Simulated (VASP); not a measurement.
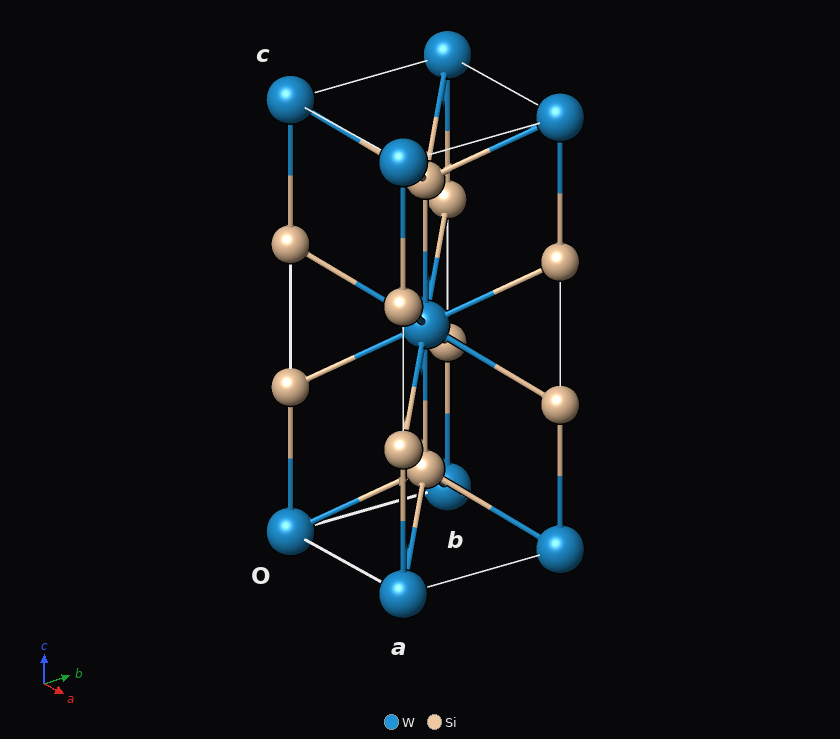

One unit cell is drawn above. Crystal: Si2W, an entry of the Crystallography Open Database, as set up for an electronic-structure calculation. Geometry calculated from the standardised cell; symmetry tolerance 0.002 Å.

```
W Si
1.0
     3.21380    0.00000    0.00000
     0.00000    3.21380    0.00000
     0.00000    0.00000    7.82990
W Si
2 4
Cartesian
  0.0000 0.0000 0.0000
  1.6069 1.6069 3.9150
  1.6069 1.6069 1.2943
  0.0000 0.0000 2.6207
  0.0000 0.0000 5.2092
  1.6069 1.6069 6.5356
```

> What is its point group?

4/mmm (D4h), order 16, tetragonal system: one fourfold axis, four twofold axes, five mirror planes, an inversion centre.

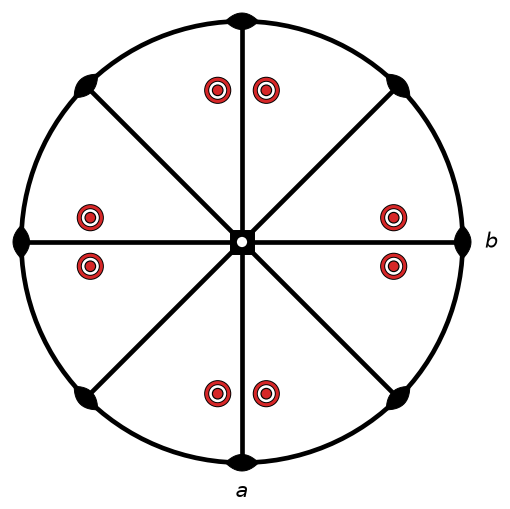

Stereographic projection: filled dots lie in the upper hemisphere, open rings in the lower; heavy lines are mirror planes (a heavy rim: a mirror in the plane of the page); lens, triangle, square and hexagon are 2-, 3-, 4- and 6-fold axes, a lens in an open square is −4, a triangle in an open hexagon −6; thin dashed diameters join the ends of axes that lie in the page; a small open circle marks inversion. The poles are one general form. The c axis points at the viewer.

> What does this class allow?

Class 4/mmm is centrosymmetric, so neither piezoelectric nor pyroelectric; it is not chiral. Its Laue class is 4/mmm.
